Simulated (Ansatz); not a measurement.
Consider CsH.

Input

```
crystal:
  lattice:
    - [0.0, 3.2505256779, 3.2505256779]
    - [3.2505256779, 0.0, 3.2505256779]
    - [3.2505256779, 3.2505256779, 0.0]
  atoms:
    - { symbol: Cs, position: [0.0, 0.0, 0.0] }
    - { symbol: H, position: [0.5, 0.5, 0.5] }
basis:
  ecutwfc: 500
kpoints:
  mp_grid: { grid: [6, 6, 6] }
hamiltonian:
  xc: r2scan
scf:
  occupations: { method: gaussian, width: 0.02 }
output:
  forces: true
  stress: true
  eigenvalues: true
  write_density: true
  write_potential: true
  elf: true
  volumetric_format: npy
```

Launched as:

```sh
ansatz run input.yaml --threads 1 --pin off --max-ram 2560MiB --backend cpu --events-out ev --progress --plain --runs-dir out
```

Below, planes, directions and counts refer to the conventional cell (a = 6.50 Å, b = 6.50 Å, c = 6.50 Å, α = 90.00°, β = 90.00°, γ = 90.00°).

Space group Fm-3m; changed on purpose from its base cell (volume × 1.06).

Computed with DFT r2SCAN, scalar-relativistic, plane waves, PAW (Ansatz 0.2.0).

Q: What can the converged valence pseudo-density and electron localisation function tell about the bonding?

A: Cs–H (3.25 Å): ρ at the midpoint is about 0.08 e/Å³; the ELF climbs to about 1 towards the hydrogen.

Q: Metal or insulator at this level of theory?

A: It is gapped, with a Kohn–Sham gap of 2.7 eV on the k-point mesh (the band edges may lie off the mesh, which would make the gap smaller).

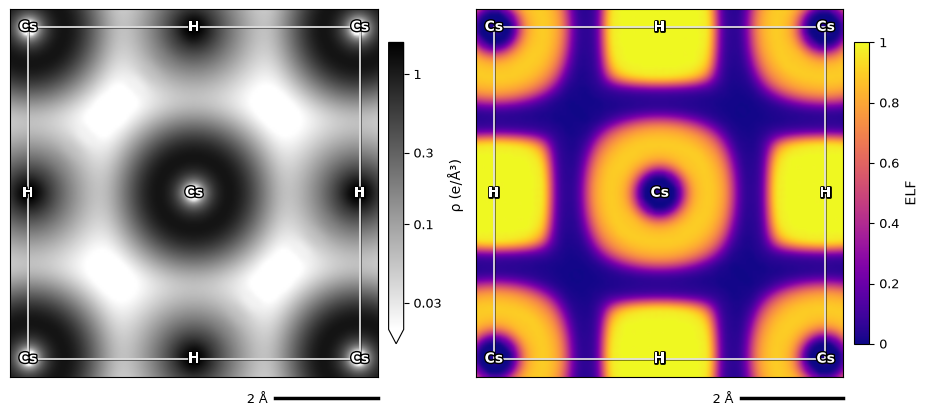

Computed valence pseudo-density and electron localisation function on the (100) plane of the conventional cell, in this order. 

The density is the valence pseudo-density of a PAW calculation; it isn't the true density close to the nuclei.
